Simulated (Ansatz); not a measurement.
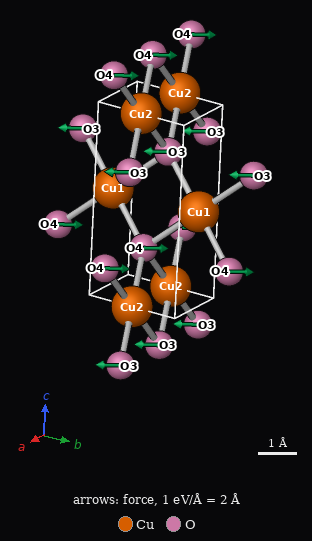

Starting geometry of crystalline CuO (set up in C2/c) with the computed forces as green arrows. A ball-and-stick model of the cell of the calculation, seen slightly off an axis.

The run lets cell and atoms move.

All numbers below come from Ansatz, Kohn-Sham DFT of a periodic cell, PBEsol with D4, Ansatz PAW.

Input file:
```yaml
crystal:
  lattice:
    - [2.34185, -1.7113, 0.0]
    - [2.34185, 1.7113, 0.0]
    - [-0.8500274268, 0.0, 5.0578693947]
  atoms:
    - { symbol: Cu, position: [0.5, 0.0, 0.5] }
    - { symbol: Cu, position: [0.0, 0.5, 0.0] }
    - { symbol: O, position: [0.4184, 0.5816, 0.75] }
    - { symbol: O, position: [0.5816, 0.4184, 0.25] }
hamiltonian:
  xc: pbesol
  pseudopotentials: { kind: paw }
  dispersion: d4
kpoints:
  mp_grid: { grid: [10, 10, 5] }
scf:
  occupations: { method: fermi_dirac, width: 0.05 }
output:
  forces: true
  stress: true
relax:
  f_tol: 0.01
  max_steps: 40
  cell: { stress_tol: 0.05 }
```

Launched with:
```bash
ansatz run input.yaml --threads 2 --pin off --max-ram 5632MiB --backend cpu --events-out ev --progress --plain --runs-dir out
```

### What follows when this structure is relaxed?

It isn't relaxed: the largest force vector, on O atoms, is 0.36 eV/Å. The atoms end up moving mostly along the starting forces (cosine between the two patterns 1.00). The largest moves relative to the cell, 0.33 Å, are those of O3 and O4. O4 goes along [−1 1 0]. Cu stays in place. The volume changes by +3.7 %, with a = b 2.900 → 2.875 Å (−0.9 %), c 5.129 → 5.084 Å (−0.9 %), α 97.7° → 90.0°, β 97.7° → 90.0°, γ 72.3° → 89.8°. Among the contacts that change: Cu1–O3 1.961 → 1.919 Å. Bond angles that change, for instance: Cu1–O3–Cu2 145.8° → 116.2°, Cu1–O3–Cu2 104.0° → 115.9°, Cu1–O3–Cu2 108.8° → 116.2°. The space group (tolerance 0.01 Å) goes from C2/c (No. 15) to Cccm (No. 66). The energy falls by 0.119 eV per cell of the calculation in 17 accepted moves (23 points after the start). The largest force component goes from 0.36 to under 0.0001 eV/Å. Pressure: −5.26 GPa at the start and 0.00 GPa at the end. At 6 points the geometry stayed and the basis and grid were re-selected for the new cell (energy shift of 19.1 meV per cell of the calculation at most each time). The run took 3.2 min on 2 threads of Intel(R) Xeon(R) Processor @ 2.50GHz (Skylake/Cascade Lake), on a shared host, peak memory 0.46 GiB.
